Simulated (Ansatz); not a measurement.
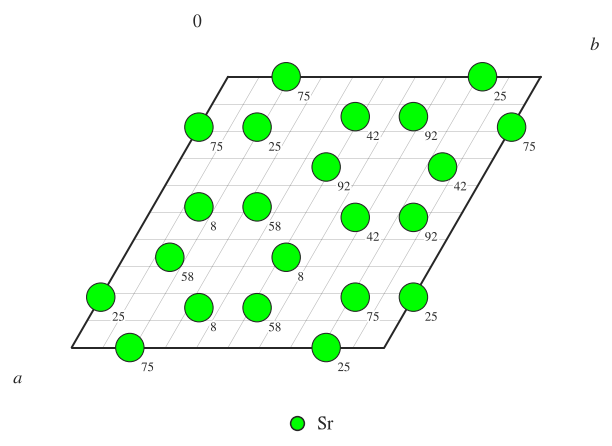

Plan of a unit cell projected along c (a down the page, b across); the numbers are heights in hundredths of c, and atoms on the cell's edges are repeated. The grid marks tenths of a and b. Source: the end point of a relaxation with Ansatz 0.2.0, DFT PBE, scalar-relativistic, plane waves, PAW; the starting structure was generated, so it need not be a known form of this composition. The drawing is computed from the coordinates (standard cell, symmetry found to 0.002 Å).

a = 12.848 Å, b = 12.848 Å, c = 7.002 Å, α = 90.00°, β = 90.00°, γ = 120.00°.

**What does the cell contain?**

18 Sr: Sr, Z = 18.

**Which space group?**

No. 167, R-3c, hexagonal axes, rhombohedral (trigonal, hexagonal axes).

**Give the independent sites, coordinates to two places.**

| atom | site | symmetry | x | y | z |
| --- | --- | --- | --- | --- | --- |
| Sr | 18e | .2 | 0.85 | 0.52 | 0.58 |
